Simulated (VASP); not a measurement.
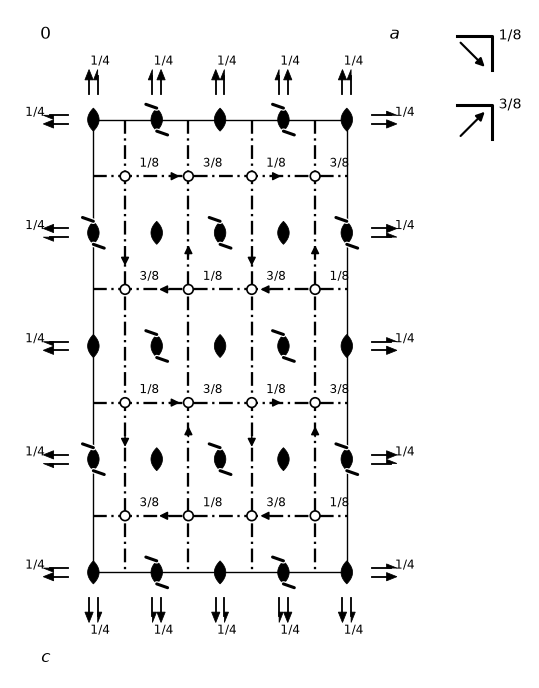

Symmetry elements of a space group, projected down b, computed from the operations of a computed or model structure of composition TiSi2.

Symbols follow the International Tables: origin at the upper left, the third axis towards the viewer; heavy, dashed, dotted, dash-dotted and dash-dot-dot lines are mirror, in-plane glide, out-of-plane glide, diagonal (n; with arrows d) and double (e) glide planes seen edge on; arrows at the rim are 2 (full head) and 2₁ (half head) axes in the plane; the corner sign is a plane parallel to the page; fractions are heights. Handed screw axes carry their printed symbol instead of tails.

> Give the Hermann–Mauguin symbol and number.

No. 70, Fddd, origin choice 1; face-centred orthorhombic, point group mmm, 32 general positions a cell.

> List the elements shown.

2₁ axes along b at (0, 1/4), (0, 3/4), (1/4, 0), (1/4, 1/2), (1/2, 1/4), (1/2, 3/4), (3/4, 0), (3/4, 1/2); 2 axes along b at (0, 0), (0, 1/2), (1/4, 1/4), (1/4, 3/4), (1/2, 0), (1/2, 1/2), (3/4, 1/4), (3/4, 3/4); inversion centres at (1/8, 1/8; b height 1/8), (1/8, 3/8; b height 3/8), (1/8, 5/8; b height 1/8), (1/8, 7/8; b height 3/8), (3/8, 1/8; b height 3/8), (3/8, 3/8; b height 1/8), (3/8, 5/8; b height 3/8), (3/8, 7/8; b height 1/8), (5/8, 1/8; b height 1/8), (5/8, 3/8; b height 3/8), (5/8, 5/8; b height 1/8), (5/8, 7/8; b height 3/8), (7/8, 1/8; b height 3/8), (7/8, 3/8; b height 1/8), (7/8, 5/8; b height 3/8), (7/8, 7/8; b height 1/8); d glide planes normal to c, at z = 1/8, 3/8, 5/8, 7/8; d glide planes normal to a, at x = 1/8, 3/8, 5/8, 7/8; a d glide plane normal to b at height 1/8; a d glide plane normal to b at height 3/8; 2 axes along a at heights 0, 1/4; 2 axes along c at heights 0, 1/4; 2₁ axes along a at heights 0, 1/4; 2₁ axes along c at heights 0, 1/4. Heights repeat every half period; positions are (c, a) fractions, modulo 1.
